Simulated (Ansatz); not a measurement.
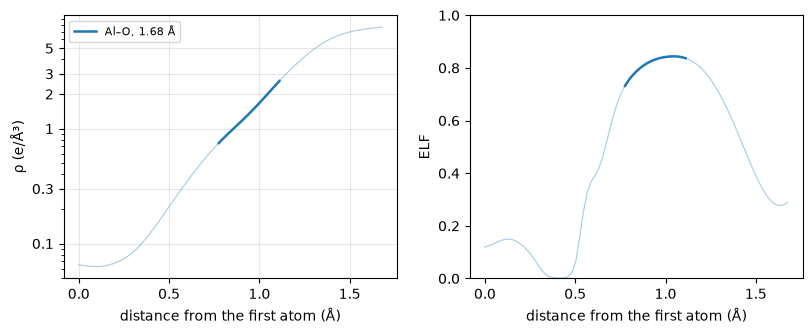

The picture shows: Al9O (slab). Valence electron density and electron localisation function along straight lines between neighbouring atoms. Thin, pale parts lie inside the atomic spheres.

Computed without spin polarisation.

Computed with DFT PBEsol, scalar-relativistic, plane waves, PAW in Ansatz 0.2.0.

Core electrons are frozen (PAW), and the valence fields are smoothed inside the atomic spheres.

> What can be read from the curves?

Al–O (1.68 Å): ρ at the midpoint is about 0.94 e/Å³; the ELF peaks at about 0.85 in the valence shell of O, 0.6 Å from its nucleus, and is about 0.80 at the midpoint.
